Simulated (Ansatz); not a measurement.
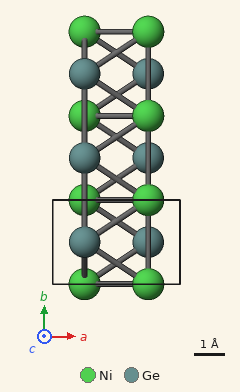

Starting structure of crystalline NiGe (built on the AuCd (B19)_51 type) (coarse preliminary run). Style: ball-and-stick. Shown: the cell of the calculation, repeated 1 × 3 × 1 with one cell outlined, along the c axis.

Case: AuCd (B19) type (Pmma, No. 51).

Method: DFT PBE, scalar-relativistic, plane waves, PAW (Ansatz).

The input:
```yaml
crystal:
  lattice:
    - [4.3005612727, 0.0, 0.0]
    - [0.0, 2.8459596658, 0.0]
    - [0.0, 0.0, 4.3909091986]
  atoms:
    - { symbol: Ni, position: [0.75, 0.0, 0.687] }
    - { symbol: Ni, position: [0.25, 0.0, 0.313] }
    - { symbol: Ge, position: [0.75, 0.5, 0.188] }
    - { symbol: Ge, position: [0.25, 0.5, 0.812] }
basis:
  ecutwfc: 420
kpoints:
  mp_grid: { grid: [4, 6, 4] }
hamiltonian:
  xc: pbe
scf:
  occupations: { method: gaussian, width: 0.1 }
  lower_state_search: "off"
output:
  forces: true
  stress: true
  eigenvalues: true
relax:
  adjacent_minimum: "off"
  f_tol: 0.04
  max_steps: 70
  cell: { stress_tol: 0.4 }
```

Command:
```bash
ansatz run input.yaml --threads 1 --pin off --max-ram 2560MiB --backend cpu --events-out ev --progress --plain --runs-dir out
```

Where does the relaxation end?

The energy falls by 31.9 meV per atom in 5 accepted moves (6 points after the start). The largest force component goes from 0.77 to 0.016 eV/Å. The pressure goes from −2.20 to 0.07 GPa. At 1 point the geometry stayed and the basis and grid were re-selected for the new cell (energy shift of 0.1 meV per atom at most each time). The largest moves relative to the cell, 0.065 Å, are those of Ge3 and Ge4. Ge4 goes along −c. By element the largest moves are Ge 0.065 Å, Ni 0.008 Å. The drawn cell changes as follows: a 4.301 → 4.541 Å (+5.6 %), b 2.846 → 2.795 Å (−1.8 %), c 4.391 → 4.175 Å (−4.9 %); the volume changes by −1.4 %. Near-neighbour distances that change, for instance: Ni1–Ge3 2.613 → 2.448 Å, Ge3–Ge4 2.711 → 2.836 Å, Ni1–Ge4 2.636 → 2.706 Å, Ni1–Ni1 2.846 → 2.795 Å. The space group stays Pmma (No. 51).

The structure at the end:

```
Ni Ge
1.0
     4.54056    0.00000    0.00000
     0.00000    2.79543    0.00000
     0.00000    0.00000    4.17451
Ni Ge
2 2
Direct
  0.75000 0.00000 0.68520
  0.25000 0.00000 0.31480
  0.75000 0.50000 0.20364
  0.25000 0.50000 0.79636
```

After the run, drawn alike:

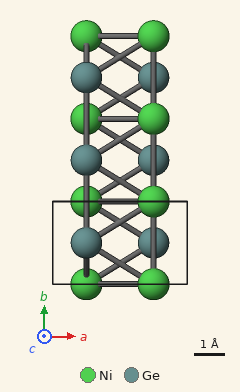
